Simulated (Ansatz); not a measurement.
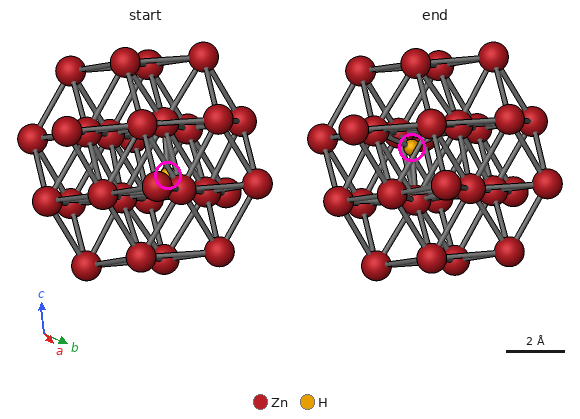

The two relaxed end points of a path for a defect cell of composition Zn₁₆H (17 atoms in the cell). Style: ball-and-stick. Shown: the atoms within 4.6 Å of the middle of the path, slightly off an axis. The moving atom is ringed, with any periodic copies. Bonds to atoms that aren't drawn are left out.

Level of theory: DFT PBE, scalar-relativistic, plane waves, PAW (Ansatz).

Input file:
```yaml
crystal:
  lattice:
    - [-3.9288069975, -3.9288069975, -3.9288069975]
    - [-3.9288069975, 3.9288069975, 3.9288069975]
    - [3.9288069975, 3.9288069975, -3.9288069975]
  atoms:
    - { symbol: Zn, position: [0.7504402685, -1.4747e-06, 0.2719781331] }
    - { symbol: Zn, position: [0.497536742, 1.4747e-06, 0.5015659421] }
    - { symbol: Zn, position: [0.2518642078, -1.50412e-05, 0.7483647178] }
    - { symbol: Zn, position: [0.7496078925, 0.5019232833, 0.7474366809] }
    - { symbol: Zn, position: [0.7503878472, 0.2720242079, -1.27158e-05] }
    - { symbol: Zn, position: [0.50359277, 0.2516729408, 0.2516619234] }
    - { symbol: Zn, position: [0.2477329144, 0.2454995871, 0.4981436117] }
    - { symbol: Zn, position: [0.002180503, 0.2525752501, 0.7545046716] }
    - { symbol: Zn, position: [0.0198245827, 5.65261e-05, 0.0001174591] }
    - { symbol: Zn, position: [0.7496121528, 0.7474517962, 0.5019440156] }
    - { symbol: Zn, position: [0.4782650219, 0.7279031239, 0.7278919991] }
    - { symbol: Zn, position: [0.4975151151, 0.5015937609, 1.27158e-05] }
    - { symbol: Zn, position: [0.2477159166, 0.4981179108, 0.245502591] }
    - { symbol: Zn, position: [-0.0041221004, 0.4983908082, 0.4984019806] }
    - { symbol: Zn, position: [0.2518862774, 0.7483403831, -2.62696e-05] }
    - { symbol: Zn, position: [0.0022117551, 0.7545020618, 0.2526191587] }
    - { symbol: H, position: [0.7479517184, -0.0001005567, -0.0001786675] }
basis:
  ecutwfc: 420
  xc_grid: 2
kpoints:
  mp_grid: { grid: [4, 4, 4], shift: [0.5, 0.5, 0.5] }
hamiltonian:
  xc: pbe
scf:
  occupations: { method: gaussian, width: 0.1 }
output:
  forces: true
neb:
  images: 5
  f_tol: 0.05
  max_iterations: 70
  order_check: false
  final_atoms:
    - { symbol: Zn, position: [0.7719781331, 0.0215378646, 0.2719796078] }
    - { symbol: Zn, position: [0.5000127158, 0.0024976007, 0.4984189549] }
    - { symbol: Zn, position: [0.2483647178, -0.00349949, 0.7483797591] }
    - { symbol: Zn, position: [0.745502591, 0.4977866745, 0.7473846803] }
    - { symbol: Zn, position: [0.7516619234, 0.2480691533, -1.10174e-05] }
    - { symbol: Zn, position: [0.4999737304, 0.248087453, 0.2516333473] }
    - { symbol: Zn, position: [0.2545046716, 0.2523241686, 0.5019294214] }
    - { symbol: Zn, position: [0.0019440156, 0.2523318629, 0.7544922194] }
    - { symbol: Zn, position: [-0.0015980194, 0.0025240809, 1.11724e-05] }
    - { symbol: Zn, position: [0.7526191587, 0.7504074036, 0.4981170969] }
    - { symbol: Zn, position: [0.4999872842, 0.7495994369, 0.7279630762] }
    - { symbol: Zn, position: [0.5001174591, 0.4802928764, 6.09329e-05] }
    - { symbol: Zn, position: [0.2474366809, 0.4978287884, 0.2455133975] }
    - { symbol: Zn, position: [0.0015659421, 0.5040292001, 0.5015644674] }
    - { symbol: Zn, position: [0.2278919991, 0.7496269771, -1.11248e-05] }
    - { symbol: Zn, position: [-0.0018563883, 0.7504106973, 0.2526440246] }
    - { symbol: H, position: [0.4998213325, -0.2481303859, -7.81108e-05] }
```

Run as
```bash
ansatz run input.yaml --threads 4 --pin off --max-ram 8192MiB --backend cpu --events-out ev --progress --plain --runs-dir out
```

> What barrier does the band find between them, and by what path?

The two ends have the same energy, and the highest point, image 3, lies 0.217 eV above the start. The H atom travels furthest, 1.95 Å from end to end, along [−1 −1 0], on a straight line. At the highest image its nearest neighbour (Zn) is 1.70 Å away, against 1.85 Å at the start, and the surrounding atoms stand up to 0.18 Å off the mean of their end positions. The band converged in 4 iterations. The largest component of the band force went from 1.4 to 0.029 eV/Å. The climbing image converged on the top of the path. Its curvatures weren't checked.

Energies of the converged images:

```json
{"image": "0", "path (Å)": "0.00", "E (eV)": "0.000"}
{"image": "1", "path (Å)": "0.35", "E (eV)": "0.045"}
{"image": "2", "path (Å)": "0.70", "E (eV)": "0.155"}
{"image": "3", "path (Å)": "1.05", "E (eV)": "0.217"}
{"image": "4", "path (Å)": "1.40", "E (eV)": "0.155"}
{"image": "5", "path (Å)": "1.75", "E (eV)": "0.045"}
{"image": "6", "path (Å)": "2.09", "E (eV)": "0.000"}
```

The geometry at the top of the path:

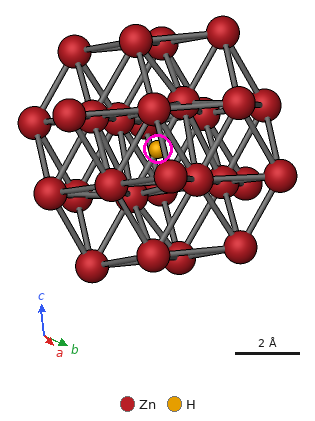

Limits of the set-up: the periodic images lie only 6.8 Å apart, so the values are limited by the cell's size.
